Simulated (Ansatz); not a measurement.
```cif
data_structure
_symmetry_space_group_name_H-M 'P 1'
_symmetry_Int_Tables_number 1
_cell_length_a 7.7359
_cell_length_b 7.7359
_cell_length_c 7.7359
_cell_angle_alpha 60.000
_cell_angle_beta 60.000
_cell_angle_gamma 60.000
_cell_volume 327.35
loop_
_atom_site_label
_atom_site_type_symbol
_atom_site_fract_x
_atom_site_fract_y
_atom_site_fract_z
_atom_site_occupancy
Hf1 Hf 0.37500 0.37500 0.37500 1
Si1 Si 0.37320 0.87680 0.37320 1
Si2 Si 0.87680 0.37320 0.37320 1
Si3 Si 0.87680 0.87680 0.37320 1
Si4 Si 0.37320 0.37320 0.87680 1
Si5 Si 0.37320 0.87680 0.87680 1
Si6 Si 0.87680 0.37320 0.87680 1
Si7 Si 0.87500 0.87500 0.87500 1
Si8 Si 0.50872 0.50872 0.97383 1
Si9 Si 0.50133 0.99956 0.99956 1
Si10 Si 0.99956 0.50133 0.99956 1
Si11 Si 0.99956 0.99956 0.99956 1
Si12 Si 0.50872 0.50872 0.50872 1
Si13 Si 0.50872 0.97383 0.50872 1
Si14 Si 0.97383 0.50872 0.50872 1
Si15 Si 0.99956 0.99956 0.50133 1
```

Level of theory: DFT PBE, scalar-relativistic, plane waves, PAW (Ansatz).

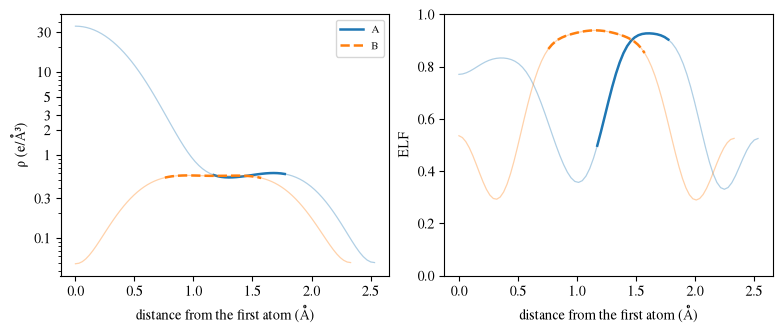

HfSi₁₅ (cell with a defect). Valence electron density and electron localisation function along straight lines between neighbouring atoms. Thin, pale parts lie inside the atomic spheres.

In a PAW calculation such maps are meaningful between the atoms, not at the nuclei.

> Which curve belongs to which contact (Hf–Si and Si–Si)? The first atom named is at distance zero.

Curve A: Hf–Si (2.53 Å): the density is about 0.54 e/Å³ at the midpoint; the ELF peaks at about 0.95 in the valence shell of Si, 0.9 Å from its nucleus, and is about 0.65 at the midpoint. Curve B: Si–Si (2.33 Å): ρ at the midpoint is about 0.56 e/Å³; the ELF peaks at about 0.95 between the atoms; a shared electron pair.
